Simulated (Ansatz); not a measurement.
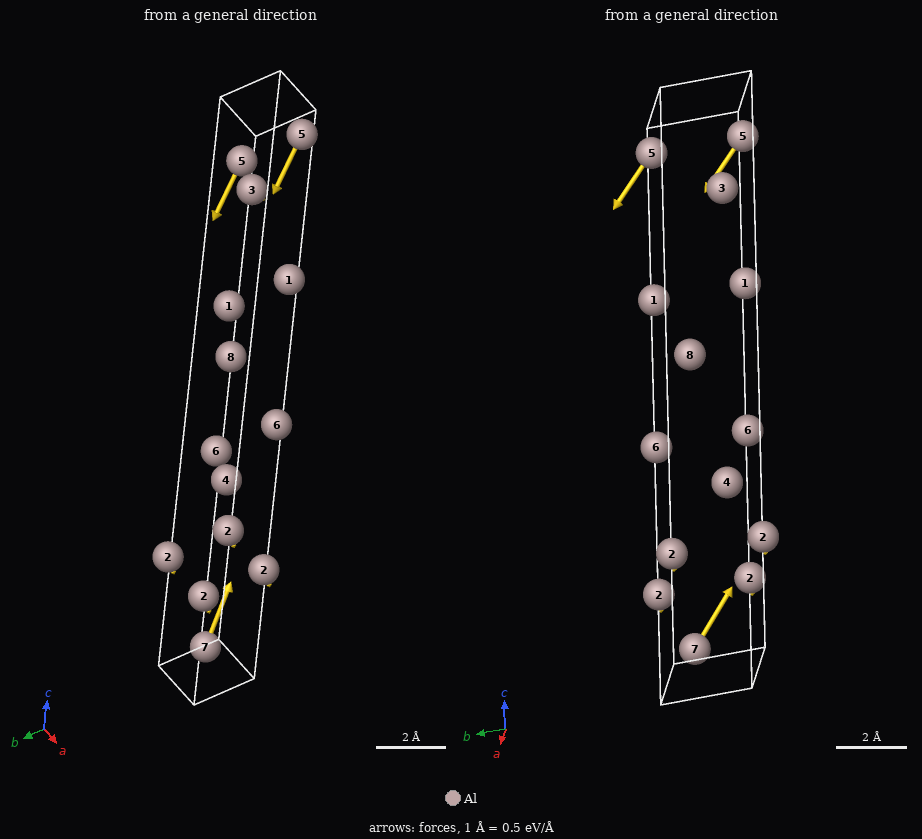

We look at a spheres-only model of the crystal from two general directions. The parallelepiped is the simulation cell. The arrows are the computed forces on the atoms.

System: Al. Run with DFT r2SCAN, scalar-relativistic, plane waves, PAW (Ansatz 0.2.0) and these settings: a 500 eV plane-wave basis, the zone sampled with 19×19×3 points, Gaussian smearing of 0.15 eV, no spin polarisation.

Q: Are the forces small enough to call this converged?

A: No. The atoms still feel forces of up to about 0.83 eV/Å, far above a usual threshold of 0.01 to 0.03 eV/Å.

It goes back to a structure listed in the Materials Project. The cell was then strained or its atoms displaced on purpose. A calculation with Ansatz used it as input.
